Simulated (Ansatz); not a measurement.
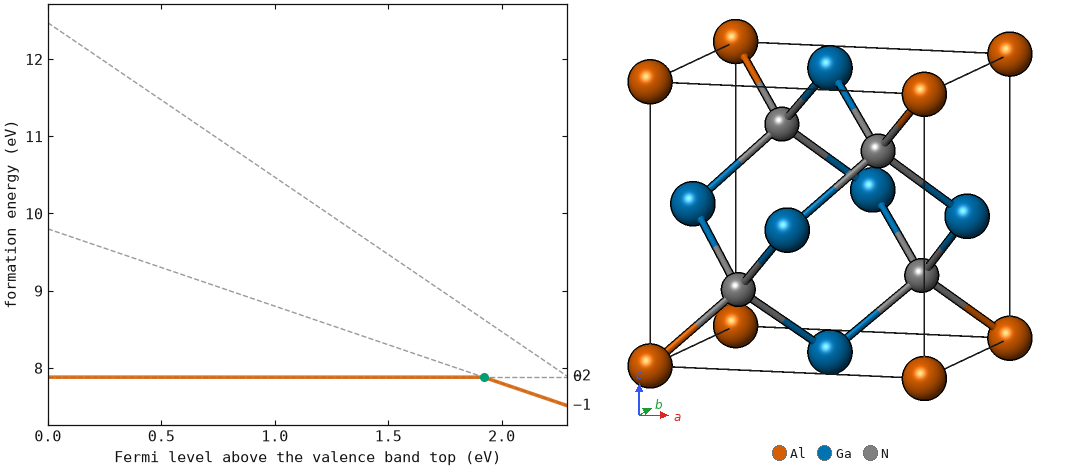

The plot gives the computed formation energy of each charge state against the Fermi level for substitution (removed N, added Ga) in AlGa₃N₄. The thick line follows the lowest charge state; the axis spans the host's computed gap. The cell is drawn beside the plot.

Cell as given: a = 4.468 Å, b = 4.468 Å, c = 4.468 Å, α = 90.00°, β = 90.00°, γ = 90.00°; 8 atoms.

Computed with Ansatz 0.2.0: charge states of a point defect in a periodic supercell, each relaxed, energies over the elements' standard states with the Fermi level at the host's valence band top, point-charge and potential alignment terms added, no band filling term, levels over that top; plane waves with PAW datasets; energies extrapolated to zero smearing. Level: PBEsol, allowed.

host atoms in supercell 32; wave cutoff 420 eV; k mesh 2×2×2; occupations Gaussian; smearing width 0.01 eV; k shift (0.5, 0.5, 0.5) (mesh steps); start displacement 0 Å; defect kind substitution; removed element N; added element Ga; defect place (0.755, 0.755, 0.245) (fraction of the host cell vector); host gap 2.29 eV; static dielectric xx yy zz (9.92, 9.92, 9.92).

At which Fermi levels does the stable charge change?

Answer. The stable charge changes at 1.92 eV (0/−1) above the valence band top.

Which charge is stable in p-type, intrinsic and n-type conditions?

Answer. The lowest state is 0 at the valence band top, 0 at mid-gap and −1 at the conduction band bottom, 2.29 eV higher.

Limits of the calculation: a crossing between the sampled k points may be missed; charged cell in a neutralising background; coarse k mesh; potential alignment in doubt; small supercell; symmetry that the supercell leaves at the site kept.
